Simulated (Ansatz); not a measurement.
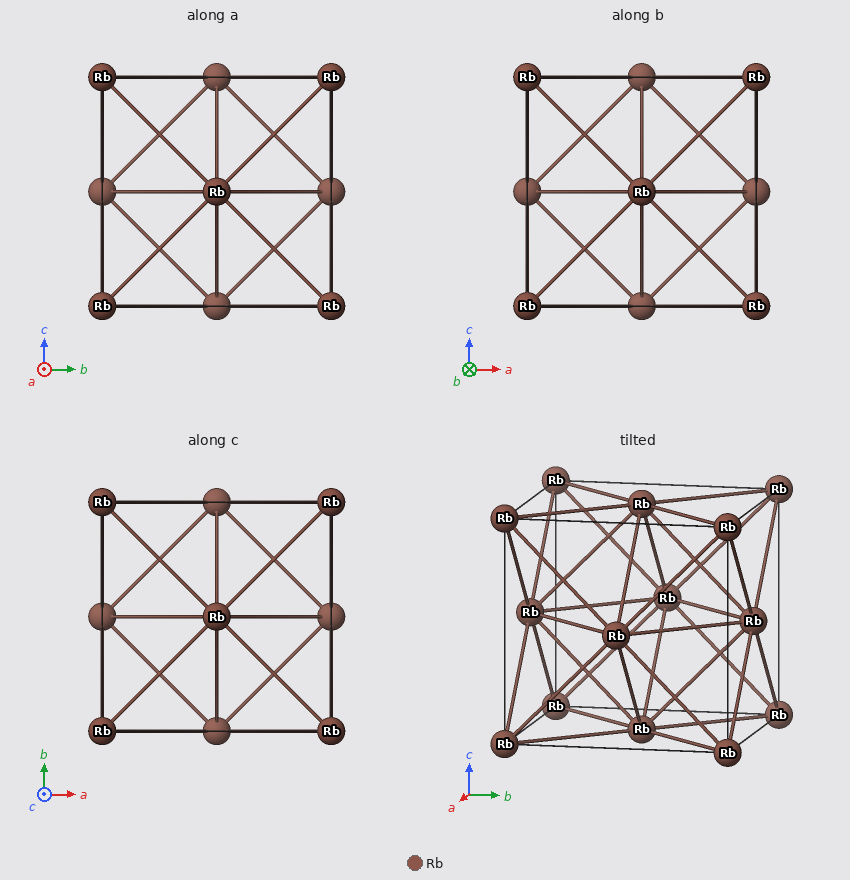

We look at a ball-and-stick model of the crystal along the a axis, along the b axis, along the c axis and slightly off an axis. Atoms at the boundary of the conventional unit cell (the box) are drawn once for each face, edge or corner they touch.

Lattice parameters: a = 7.0854 Å, b = 7.0854 Å, c = 7.0854 Å, α = 90.000°, β = 90.000°, γ = 90.000°.

Turn the picture into a CIF in P1 with every atom of the cell.

```cif
data_structure
_symmetry_space_group_name_H-M 'P 1'
_symmetry_Int_Tables_number 1
_cell_length_a 7.0854
_cell_length_b 7.0854
_cell_length_c 7.0854
_cell_angle_alpha 90.000
_cell_angle_beta 90.000
_cell_angle_gamma 90.000
_cell_volume 355.71
loop_
_atom_site_label
_atom_site_type_symbol
_atom_site_fract_x
_atom_site_fract_y
_atom_site_fract_z
_atom_site_occupancy
Rb1 Rb 0.0000 0.0000 0.0000 1
Rb2 Rb 0.0000 0.5000 0.5000 1
Rb3 Rb 0.5000 0.0000 0.5000 1
Rb4 Rb 0.5000 0.5000 0.0000 1
```

The structure comes from a structure type filled with this element by a generator (whether the element takes this form wasn't checked). Earlier steps of the study may have refined or changed the cell and positions. Ansatz was used for an electronic-structure calculation on it.
